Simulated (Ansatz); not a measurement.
**HfO2: a changed input and its effect**

System: HfO2 (P4₂/nmc, 6 atoms in the cell).
Method of the first run: DFT with PBE, PAW plane waves, no spin polarisation (Ansatz 0.2.0).

The structure is a generated one, with these elements put on the sites of a known structure type; it need not be a known phase. Text and figures count atoms from 1; the logs count them from 0 in places.

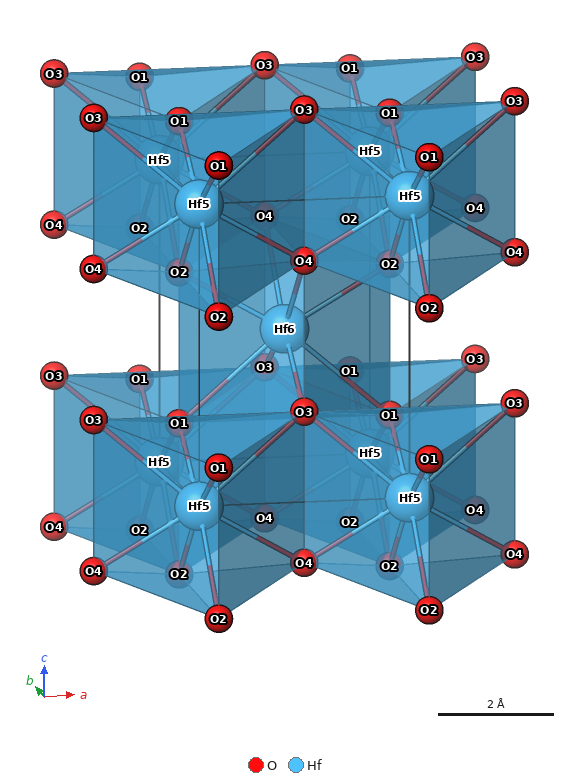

The input geometry (polyhedral view of the cell of the calculation, seen slightly off an axis; polyhedra are completed across the faces of the cell; atoms are numbered from 1 in the order of the input).

## Input, the first run
```yaml
crystal:
  lattice:
    - [3.754008, 0.0, 0.0]
    - [0.0, 3.754008, 0.0]
    - [0.0, 0.0, 5.416913]
  atoms:
    - { symbol: O, position: [0.0, 0.5, 0.201] }
    - { symbol: O, position: [0.0, 0.5, 0.701] }
    - { symbol: O, position: [0.5, 0.0, 0.299] }
    - { symbol: O, position: [0.5, 0.0, 0.799] }
    - { symbol: Hf, position: [0.0, 0.0, 0.0] }
    - { symbol: Hf, position: [0.5, 0.5, 0.5] }
  symmetry: { tolerance: 0.0003 }
kpoints:
  mp_grid: { grid: [5, 5, 4], shift: [0, 0, 0] }
magnetization:
  spin_polarized: false
scf:
  occupations: { method: fermi_dirac }
hamiltonian:
  pseudopotentials: { kind: paw }
  xc: pbe
basis:
  ecutwfc: 420
output:
  forces: true
  stress: true
  eigenvalues: true
relax:
  max_steps: 40
  cell: {}
```

Command:
```bash
ansatz run input.yaml --threads 1 --pin off --max-ram 2560MiB --backend cpu --events-out ev --progress --plain --runs-dir out
```

Hardware: 1 thread of Intel Xeon (Emerald Rapids), 128 GiB of memory available, shared host.

## Output, shortened to warnings, some set-up lines, iterations and results (the first run)
```
Basis set: ecut = 420 eV, 1475 PW (Γ), exchange–correlation on 54×54×80 points (8 copies of the dense FFT grid, shifted against one another)
Symmetry: 16 space group operations
k-points: 18 of 100
Initial density: superposition of atomic densities (neutral atoms: chi_scale 0, normalization atom), corrected by the library's trained network
[...]
SCF iter   1: F=—  HF=-33722.366842 eV  |F-HF|=—  |Δ(HF+E_count)|=         —  Δρ=2.48e-3  dr2=1.24e-3  ethr=1.77e-3  ⟨swp⟩=5.0  Hψ=2583  notcnv=0
SCF iter   2: F=—  HF=-33722.368473 eV  |F-HF|=—  |Δ(HF+E_count)|=   1.63e-3  Δρ=1.30e-3  dr2=3.74e-4  ethr=1.63e-6  ⟨swp⟩=2.9  Hψ=1694  notcnv=0
SCF iter   3: F=—  HF=-33722.368800 eV  |F-HF|=—  |Δ(HF+E_count)|=   3.27e-4  Δρ=4.89e-4  dr2=1.23e-4  ethr=4.92e-7  ⟨swp⟩=2.0  Hψ=1368  notcnv=0  defer=2
SCF iter   4: F=—  HF=-33722.368771 eV  |F-HF|=—  |Δ(HF+E_count)|=   2.94e-5  Δρ=1.33e-4  dr2=6.91e-6  ethr=1.61e-7  ⟨swp⟩=2.0  Hψ=1300  notcnv=0
SCF iter   5: F=—  HF=-33722.368726 eV  |F-HF|=—  |Δ(HF+E_count)|=   4.50e-5  Δρ=4.90e-5  dr2=1.62e-6  ethr=9.09e-9  ⟨swp⟩=2.0  Hψ=1263  notcnv=0
[... 65 lines ...]
SCF iter   5: F=—  HF=-33723.039893 eV  |F-HF|=—  |Δ(HF+E_count)|=   1.20e-8  Δρ=1.59e-6  dr2=1.89e-9  ethr=1.17e-11  ⟨swp⟩=2.0  Hψ=1493  notcnv=0
SCF iter   6: F=—  HF=-33723.039893 eV  |F-HF|=—  |Δ(HF+E_count)|=   1.73e-9  Δρ=6.78e-7  dr2=2.07e-10  ethr=2.48e-12  ⟨swp⟩=2.0  Hψ=1368  notcnv=0
SCF iter   7: F=-33723.039893 eV  HF=-33723.039893 eV  |F-HF|=7.28e-12  |Δ(HF+E_count)|=  5.82e-11  Δρ=1.92e-7  dr2=1.21e-11  ethr=1.00e-12  ⟨swp⟩=4.6  Hψ=3089  notcnv=0
SCF 9 converged in 7 iterations: F = -33723.039893 eV  dr2 = 1.21e-11
relax step   9: F+E_penalty+E_count = -33723.03989347 eV  Δ(F+E_penalty+E_count) = +9.743e-4 eV  max|allowed force component| = 1.128e-4 eV/Å  Δτ_max = 0.0000 Å  P = -0.028 …
basis re-selected at this cell: Δ(F+E_penalty+E_count) = +9.743e-4 eV, ΔP = -0.013 GPa vs the last step (what re-selecting the basis moved, of the pressure what is left beyond the Pulay correction that the steps carried, after the strain that the cell walked since its last selection, with what the …
SCF converged after 7 iterations
Free energy (F): -33723.039893 eV
Harris-Foulkes:  -33723.039893 eV  (|F-HF|=7.28e-12)
Internal energy: -33723.039893 eV  (E = F + TS)
E sigma→0 (E₀):  -33723.039893 eV
Fermi energy:    16.785022 eV
--- Per-component energies (eV) ---
  E_band       = 29.357027
  E_kinetic    = 1541.910760
  E_local      = -11846.830332  (includes V_loc(G=0)·N_el)
  E_nonlocal   = -2294.354219
  E_hartree    = 5414.266984
  E_xc         = -895.048692
  E_vxc        = -908.921132  (∫ρ·V_xc dr)
  E_paw        = -14485.875949  (= ΣΔE_a)
  E_vpaw       = 2709.008015  (= ΣTr[D̂ρ^β])
  E_aug_tail   = 0.010033  (compensation charges beyond the density's cutoff)
  E_ewald      = -11157.118478
  E_smearing   = -0.000000  (= −TS)
  E_closure    = 0.000000  (closes the sum)
  Σ components = -33723.039893   (vs F -33723.039893, Δ=0.00e0)
--- Forces (eV/Å), atoms counted from 1 ---
  atom   1  O      0.00000000     0.00000000    -0.00011284
  atom   2  O      0.00000000     0.00000000    -0.00011284
  atom   3  O      0.00000000     0.00000000     0.00011284
  atom   4  O      0.00000000     0.00000000     0.00011284
  atom   5  Hf     0.00000000     0.00000000     0.00000000
  atom   6  Hf     0.00000000     0.00000000     0.00000000
  max |Σ_I F_I| component: 0.00e0 eV/Å
--- Stress (GPa, compression-positive) ---
       -0.025359       0.000000       0.000000
        0.000000      -0.025359       0.000000
        0.000000       0.000000      -0.032947
  P = ⅓ Tr σ = -0.0279 GPa (-0.279 kbar)
--- Relaxed structure (7 steps of the walk, 7 accepted, 2 SCFs on fresh bases) ---
  F+E_penalty+E_count = -33723.03989347 eV   max|allowed force component| = 1.128e-4 eV/Å   (the final SCF, on the basis selected at the relaxed cell)
  cell:  # Å, volume = 68.4038 Å³
    - [3.604523592858727, -2.2901999840959474e-33, 0.0]
    - [-9.267320865876624e-34, 3.604523592858727, 0.0]
    - [0.0, 0.0, 5.264831328162281]
  atoms:
    - { symbol: O, position: [1.269222238027468e-36, 0.5, 0.19319804712768202] }
[...]
```

For the second run the input was changed thus:
```diff
-  mp_grid: { grid: [5, 5, 4], shift: [0, 0, 0] }
+  mp_grid: { grid: [5, 5, 4], shift: [0.5, 0.5, 0.5] }
+  convergence: { dr2_threshold: 1.0e-06 }
```

How does the second run compare with the first run?

The free energy of the second run is 0.01 meV per atom higher, which comes mainly from the change of mesh; a solver setting shouldn't move a converged energy. The gap on the mesh goes from 4.67 to 5.06 eV. The SCF takes 48 iterations over all geometry steps against 57. The irreducible k-points go from 18 to 12. On the same kind of shared host the second run took about 0.58 times as long.

## Output, shortened to warnings, some set-up lines, iterations and results (the second run)
```
Warning: scf.convergence.dr2_threshold = 1e-6 eV is looser than this run's default, which is 1e-7 eV or tighter. The error in the forces grows as the threshold's square root, so leave the key out unless less accurate forces are enough
Warning: relax.cell: scf.convergence.dr2_threshold = 1e-6 eV is looser than the 6e-10 eV advised for a relaxation that steers and ends on the stress (1e-10 eV for each atom of the cell: 6). What an SCF threshold leaves in a stress goes as its square root, and in the free energy as the threshold itself, and one threshold admits the most on a small cell: of the crystals measured, under no hybrid …
Basis set: ecut = 420 eV, 1475 PW (Γ), exchange–correlation on 54×54×80 points (8 copies of the dense FFT grid, shifted against one another)
Symmetry: 16 space group operations
k-points: 12 of 100
Initial density: superposition of atomic densities (neutral atoms: chi_scale 0, normalization atom), corrected by the library's trained network
[...]
SCF iter   1: F=—  HF=-33722.367196 eV  |F-HF|=—  |Δ(HF+E_count)|=         —  Δρ=2.48e-3  dr2=1.24e-3  ethr=1.77e-3  ⟨swp⟩=4.8  Hψ=1696  notcnv=0
SCF iter   2: F=—  HF=-33722.368786 eV  |F-HF|=—  |Δ(HF+E_count)|=   1.59e-3  Δρ=1.30e-3  dr2=3.69e-4  ethr=1.63e-6  ⟨swp⟩=2.8  Hψ=1147  notcnv=0
SCF iter   3: F=—  HF=-33722.369046 eV  |F-HF|=—  |Δ(HF+E_count)|=   2.60e-4  Δρ=4.67e-4  dr2=1.13e-4  ethr=4.86e-7  ⟨swp⟩=2.0  Hψ=898  notcnv=0
SCF iter   4: F=—  HF=-33722.369018 eV  |F-HF|=—  |Δ(HF+E_count)|=   2.86e-5  Δρ=1.30e-4  dr2=6.59e-6  ethr=1.48e-7  ⟨swp⟩=2.0  Hψ=871  notcnv=0
SCF iter   5: F=—  HF=-33722.369028 eV  |F-HF|=—  |Δ(HF+E_count)|=   1.06e-5  Δρ=4.69e-5  dr2=1.51e-6  ethr=8.68e-9  ⟨swp⟩=2.0  Hψ=730  notcnv=0
[... 56 lines ...]
SCF iter   1: F=—  HF=-33723.039973 eV  |F-HF|=—  |Δ(HF+E_count)|=         —  Δρ=4.10e-5  dr2=4.79e-7  ethr=8.42e-8  ⟨swp⟩=3.1  Hψ=3220  notcnv=0
SCF iter   2: F=—  HF=-33723.039857 eV  |F-HF|=—  |Δ(HF+E_count)|=   1.16e-4  Δρ=2.36e-5  dr2=2.62e-7  ethr=6.30e-10  ⟨swp⟩=7.2  Hψ=2384  notcnv=0
SCF iter   3: F=-33723.039857 eV  HF=-33723.039857 eV  |F-HF|=2.49e-8  |Δ(HF+E_count)|=   2.00e-7  Δρ=9.61e-6  dr2=6.79e-8  ethr=3.44e-10  ⟨swp⟩=2.8  Hψ=1944  notcnv=0
SCF 9 converged in 3 iterations: F = -33723.039857 eV  dr2 = 6.79e-8
relax step   9: F+E_penalty+E_count = -33723.03985728 eV  Δ(F+E_penalty+E_count) = +1.062e-3 eV  max|allowed force component| = 6.429e-6 eV/Å  Δτ_max = 0.0000 Å  P = -0.027 …
basis re-selected at this cell: Δ(F+E_penalty+E_count) = +1.062e-3 eV, ΔP = -0.013 GPa vs the last step (what re-selecting the basis moved, of the pressure what is left beyond the Pulay correction that the steps carried, after the strain that the cell walked since its last selection, with what the …
SCF converged after 3 iterations
Free energy (F): -33723.039857 eV
Harris-Foulkes:  -33723.039857 eV  (|F-HF|=2.49e-8)
Internal energy: -33723.039857 eV  (E = F + TS)
E sigma→0 (E₀):  -33723.039857 eV
Fermi energy:    16.822111 eV
--- Per-component energies (eV) ---
  E_band       = 29.284827
  E_kinetic    = 1541.911364
  E_local      = -11847.093210  (includes V_loc(G=0)·N_el)
  E_nonlocal   = -2294.370831
  E_hartree    = 5414.373893
  E_xc         = -895.049057
  E_vxc        = -908.921437  (∫ρ·V_xc dr)
  E_paw        = -14485.861932  (= ΣΔE_a)
  E_vpaw       = 2709.012307  (= ΣTr[D̂ρ^β])
  E_aug_tail   = 0.010033  (compensation charges beyond the density's cutoff)
  E_ewald      = -11156.960117
  E_smearing   = -0.000000  (= −TS)
  E_closure    = 0.000000  (closes the sum)
  Σ components = -33723.039857   (vs F -33723.039857, Δ=0.00e0)
--- Forces (eV/Å), atoms counted from 1 ---
  atom   1  O      0.00000000     0.00000000     0.00000643
  atom   2  O      0.00000000     0.00000000     0.00000643
  atom   3  O      0.00000000     0.00000000    -0.00000643
  atom   4  O      0.00000000     0.00000000    -0.00000643
  atom   5  Hf     0.00000000     0.00000000     0.00000000
  atom   6  Hf     0.00000000     0.00000000    -0.00000000
  max |Σ_I F_I| component: 0.00e0 eV/Å
--- Stress (GPa, compression-positive) ---
       -0.025046       0.000000       0.000000
        0.000000      -0.025046       0.000000
        0.000000       0.000000      -0.031505
  P = ⅓ Tr σ = -0.0272 GPa (-0.272 kbar)
--- Relaxed structure (7 steps of the walk, 7 accepted, 2 SCFs on fresh bases) ---
  F+E_penalty+E_count = -33723.03985728 eV   max|allowed force component| = 6.429e-6 eV/Å   (the final SCF, on the basis selected at the relaxed cell)
  cell:  # Å, volume = 68.4063 Å³
    - [3.6045742029834726, -2.034549753313144e-33, 0.0]
    - [-2.034549753313144e-33, 3.6045742029834726, 0.0]
    - [0.0, 0.0, 5.264879495878984]
  atoms:
    - { symbol: O, position: [6.947321723939838e-36, 0.5, 0.19318507276958993] }
[...]
```

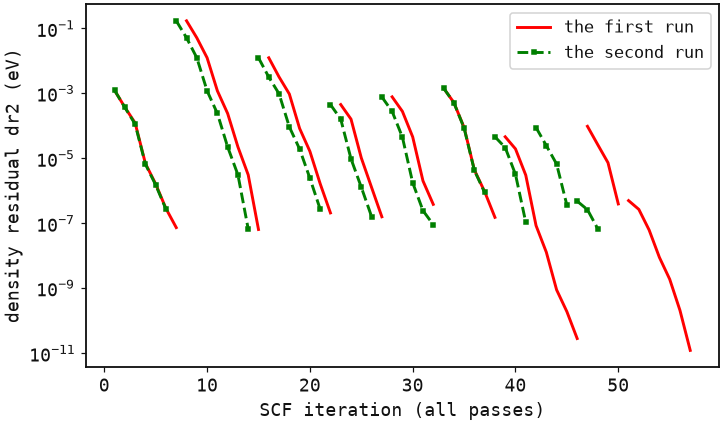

Convergence of the two runs: density residual dr2 against the SCF iteration. A break in a curve parts two SCF passes. The first run takes 57 iterations in all, and the second run takes 48.

## The two runs side by side

| quantity | the first run | the second run |
| --- | --- | --- |
| outcome | converged | converged |
| free energy per atom (eV) | −5620.5066 | −5620.5066 |
| gap on the mesh (eV) | 4.67 | 5.06 |
| pressure (GPa) | −0.03 | −0.03 |
| largest force (eV/Å) | 0.000 | 0.000 |
| SCF iterations | 57 | 48 |
| irreducible k-points | 18 | 12 |
| wall time (shared host) | 23 s | 13 s |

For both runs: Spin–orbit coupling is left out, which matters for Hf. For the second run: Warnings: the SCF threshold is loose for the printed forces; the SCF threshold is looser than advised for the printed stress.
